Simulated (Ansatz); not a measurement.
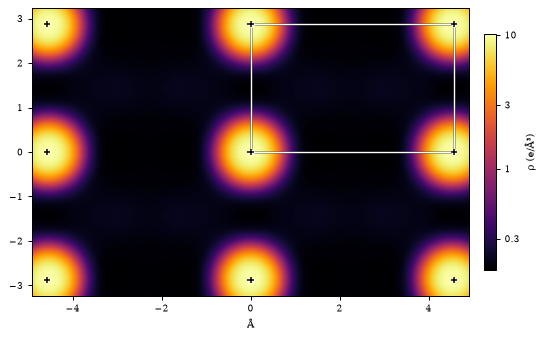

The valence pseudo-density on a plane through atoms (crosses mark nuclei in the plane).

Method: Ansatz 0.2.0, DFT r2SCAN, scalar-relativistic, plane waves, PAW.

Candidates:
A. Ru, a = 4.27 Å, b = 5.40 Å, c = 5.40 Å, α = 120.00°, β = 90.00°, γ = 90.00°. Space group P6₃/mmc; a structure from a database of computed crystals, not necessarily the ambient phase; computed without spin polarisation.
B. Ti, a = 4.57 Å, b = 4.57 Å, c = 2.88 Å, α = 90.00°, β = 90.00°, γ = 120.00°. Space group P6/mmm; a structure from a database of computed crystals, not necessarily the ambient phase; changed on purpose from its base cell (strain along c alone, the other axes held, atoms relaxed: +2.0 %); computed pressure about −2 GPa in this cell; computed without spin polarisation.

**Which candidate gave the map?**

Candidate B: Ti on the (100) plane of the conventional cell, which holds Ti. Ti–Ti (2.88 Å): ρ at the midpoint is about 0.18 e/Å³.
